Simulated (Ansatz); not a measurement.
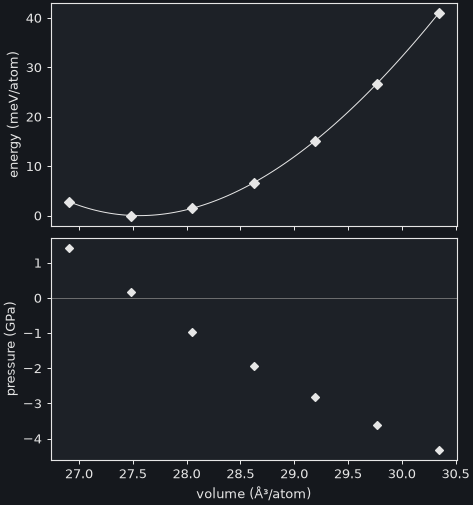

The plot gives the computed energy and pressure against volume for GaSb, space group F-43m (No. 216).

Starting cell:
```xyz
2
Lattice="0.0000 3.0590 3.0590 3.0590 0.0000 3.0590 3.0590 3.0590 0.0000" Properties=species:S:1:pos:R:3 pbc="T T T"
Sb    4.5885    4.5885    4.5885
Ga    0.0000    0.0000    0.0000
```

Method: plane-wave DFT, no spin polarisation; energies at scaled volumes of the given cell, shape and fractions fixed, counted from the fit's minimum, third-order Birch-Murnaghan fit (Ansatz 0.2.0). Level: PBEsol with D3(BJ).

k mesh 8×8×8; occupations Fermi–Dirac; smearing width 0.05 eV; potentials Ansatz PAW; wave cutoff 420 eV; density cutoff 1680 eV.

**How stiff is the solid, and where is its volume at rest?**

A third-order Birch–Murnaghan fit gives V0 = 27.56 Å³/atom, B0 = 55.8 GPa and B′ = 4.5.

**Read off the course of the pressure.**

It falls from 1.43 GPa at volume 26.91 Å³/atom to −4.32 GPa at 30.34 Å³/atom, and changes sign near 27.56 Å³/atom.

The computed values:

| volume (Å³/atom) | energy (meV/atom) | pressure (GPa) |
| --- | --- | --- |
| 26.91 | 2.83 | 1.43 |
| 27.48 | 0.02 | 0.16 |
| 28.05 | 1.49 | −0.96 |
| 28.62 | 6.68 | −1.93 |
| 29.20 | 15.20 | −2.82 |
| 29.77 | 26.71 | −3.61 |
| 30.34 | 40.91 | −4.32 |
